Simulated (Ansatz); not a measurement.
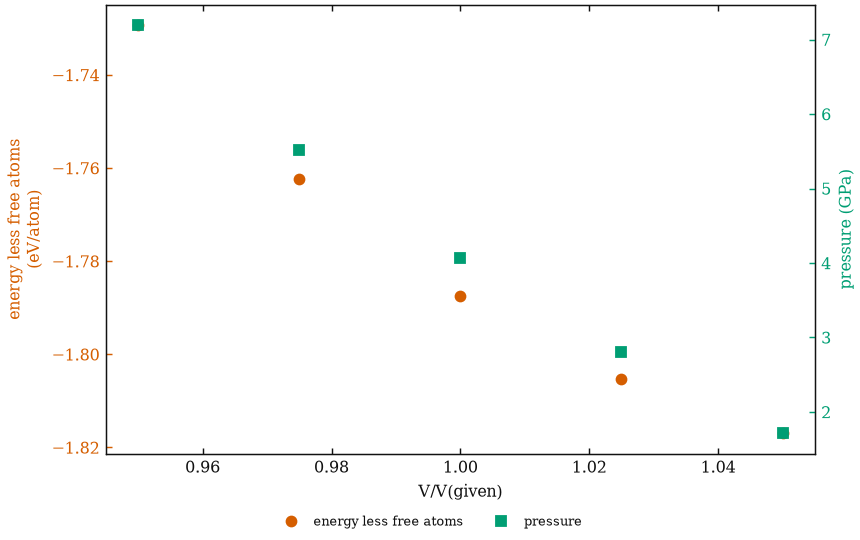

The picture above shows the energy less free atoms and pressure against V/V(given) for HgTe, space group F-43m (No. 216).

Starting cell:
```yaml
crystal:
  lattice:
    - [0.00000, 3.22350, 3.22350]
    - [3.22350, 0.00000, 3.22350]
    - [3.22350, 3.22350, 0.00000]
  atoms:
    - { symbol: Hg, position: [0.00000, 0.00000, 0.00000] }
    - { symbol: Te, position: [0.75000, 0.75000, 0.75000] }
```

Method: periodic Kohn-Sham DFT of a crystal at fixed atoms, scaled to the stated factor times the given cell; pressure positive in compression, energy less spherical unpolarised free atoms (Ansatz 0.2.0). Level: PBE, no spin-orbit coupling.

method all-electron LAPW; relativity scalar; k mesh 11×11×11; occupations Fermi–Dirac; smearing width 0.03 eV; basis error target 0.5 (meV/atom); nucleus Gaussian.

V(given) is 33.50 Å³/atom.

Give the values behind the plot as a table.

```json
{"V/V(given)": "0.950", "energy less free atoms (eV/atom)": "-1.7293", "pressure (GPa)": "7.195"}
{"V/V(given)": "0.975", "energy less free atoms (eV/atom)": "-1.7624", "pressure (GPa)": "5.520"}
{"V/V(given)": "1.000", "energy less free atoms (eV/atom)": "-1.7874", "pressure (GPa)": "4.067"}
{"V/V(given)": "1.025", "energy less free atoms (eV/atom)": "-1.8053", "pressure (GPa)": "2.805"}
{"V/V(given)": "1.050", "energy less free atoms (eV/atom)": "-1.8170", "pressure (GPa)": "1.710"}
```

Limits of the calculation: no spin-orbit coupling on heavy atoms; the volumes run don't bracket the minimum of the energy, so any equilibrium value is extrapolated.
